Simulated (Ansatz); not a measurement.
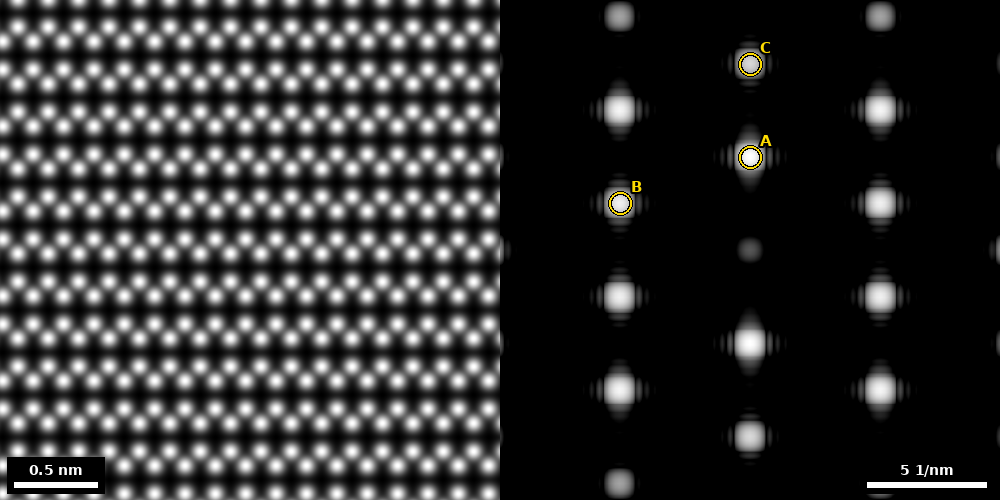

Dark-field STEM-like image of a crystal. The image is simulated as a sum over atoms of Z^1.7, blurred by a 0.71 Å probe (no channelling). The probe carries 15 % of its weight in a tail 2.5 times as wide. The display is stretched by a gamma of 0.65; percentages refer to the linear signal.

The right panel is the modulus of the image's Fourier transform on a logarithmic scale.

Which lattice spacings do the marked spots stand for, and what angle do A and B enclose?

A: 2.5 Å, B: 1.7 Å, C: 1.3 Å; A and B enclose about 70°.

The crystal is Ti (P6_3/mmc, No. 194) along [201]; the spots are (010), (-1 1 2) and (020). Atomic positions: the geometry relaxed with DFT PBE, scalar-relativistic, plane waves, PAW (Ansatz 0.2.0).
